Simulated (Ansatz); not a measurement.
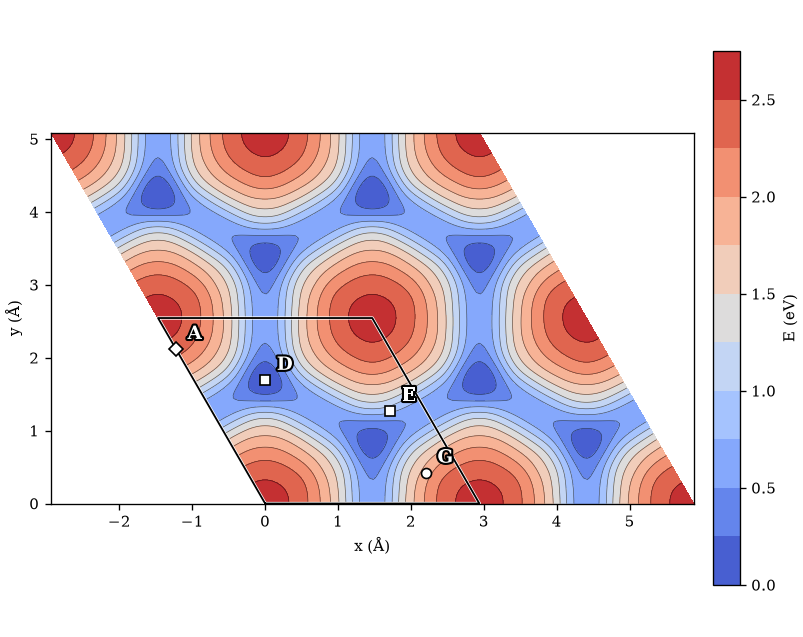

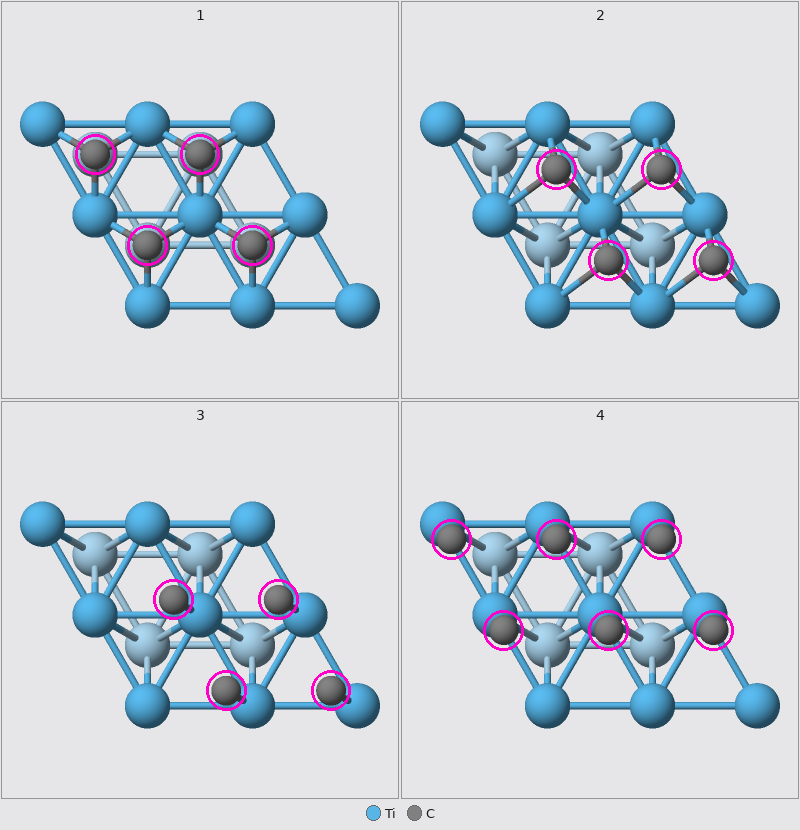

C on a Ti(001) slab cut from the P6_3/mmc phase, its upper half relaxed before the scan (4 atoms of substrate and one adsorbate in a 1 × 1 cell). 
- C is moved over the surface cell; relaxed at each place: the height of the adsorbate's atoms; substrate rigid; the origin of the map has the adsorbate above Ti4.
- Places are given modulo a cell vector. The map is drawn in real space over the plane of the surface.
- The grid has 6 × 6 points; 10 points were computed and 26 follow by symmetry.
- Energies are in eV, from the lowest grid point.
- With one adsorbate in each 1 × 1 cell, its nearest image is 2.9 Å away, so neighbouring adsorbates interact.
- These are results of DFT PBE, scalar-relativistic, plane waves, PAW (Ansatz), not measurements. Settings: cutoff 420 eV, k-mesh 9×9×1, gaussian smearing 0.1 eV, no spin polarisation.

Drawn: filled contours, the outline of one cell of the 2 × 2 shown, lettered points. Between grid points the surface is interpolated. The numbered pictures are the structures at these points, in random order. Rings mark the moved atoms.

> Which structure belongs to which point?

A is structure 4: (0/6, 5/6) of the cell vectors [nearest 1 Ti at 1.93 Å], 2.36 eV; D is structure 1: a threefold hollow over a second-layer Ti atom, (2/6, 4/6) of the cell vectors, 0.00 eV; E is structure 2: (5/6, 3/6) of the cell vectors [nearest 1 Ti at 1.78 Å], 0.82 eV; G is structure 3: (5/6, 1/6) of the cell vectors [nearest 1 Ti at 1.84 Å], 1.87 eV.
